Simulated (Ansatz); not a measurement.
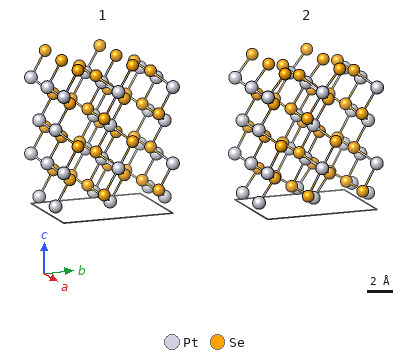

Two geometries of a slab of composition PtSe2 (cut from the P-3m1 phase), drawn at one scale. One is the start of a relaxation, the other its converged end. The picture is a ball-and-stick view of the 2 × 2 repeat of the cell, outlined in the plane, without the vacuum, seen slightly off an axis.

Computed with Ansatz, DFT PBEsol, scalar-relativistic, plane waves, PAW. Set-up: plane-wave cutoff 420 eV; k-point mesh 9 × 7 × 1; occupations gaussian; smearing width 0.1 eV; no spin polarisation; dipole correction; atoms relaxed in a fixed cell; force threshold 0.02 eV/Å; at most 60 steps.

Question: Which of the two is the end point?

Answer: Structure 2 is the relaxed one. Case: (1 0 0) slab, atoms relaxed. The slab is the (1 0 0) face of PtSe2. A Se atom moves most relative to the layer's centre: 0.43 Å at 38° to the normal (−c side). By element the largest moves are Se 0.43 Å, Pt 0.32 Å. The lattice vectors keep their values. Some distances before and after: Se–Se 3.183 → 2.829 Å, Pt–Se 2.514 → 2.338 Å, Pt–Se 2.514 → 2.408 Å, Pt–Se 2.514 → 2.594 Å. Bond angles that change, for instance: Se–Pt–Se 83.2° → 93.9°, Se–Pt–Se 96.8° → 107.1°, Pt–Se–Pt 96.8° → 107.1°. The energy falls by 0.674 eV per cell of the calculation in 5 accepted moves (6 points after the start). The largest force component goes from 2 to 0.011 eV/Å. The line search rejected the trial step at point 4 of the run. The run took 20 min on 1 thread of Arm Neoverse V2, on a shared host, peak memory 1.2 GiB.
